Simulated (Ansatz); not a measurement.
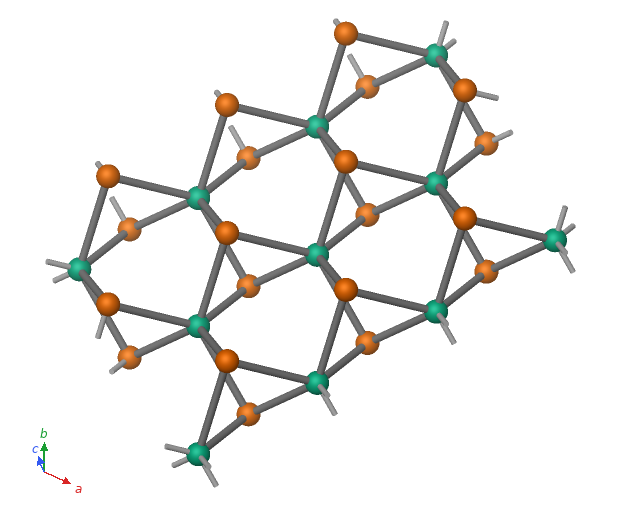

A cut-out of a periodic net derived from a crystal structure. Nodes are coloured by topological kind. One layer is drawn. Edges to nodes outside the piece are drawn as stubs.

Classify the net: periodicity, connectivity, name.

A binodal (3,6)-connected, two-periodic (layers) net. It is the net of the trigonal-prismatic layers of 2H-MoS2.

Give point symbol and coordination sequence of each kind of node.

3-connected node: 4^3, sequence 3, 13, 9, 24, 15, 36; 6-connected node: 4^3.6^12, sequence 6, 6, 18, 12, 30, 18.

Where the net comes from. MoS2 (space group P-6m2, No. 187): the geometry relaxed with DFT PBE+D3(BJ), scalar-relativistic, plane waves, PAW (Ansatz). Bonds are taken as Mo–S below 2.7 Å; no other contact counts. The graph is simplified in the usual way: terminal and isolated atoms are pruned, two-connected atoms become edges. S is a 3-connected node; Mo is a 6-connected node, in the ratio 2:1.
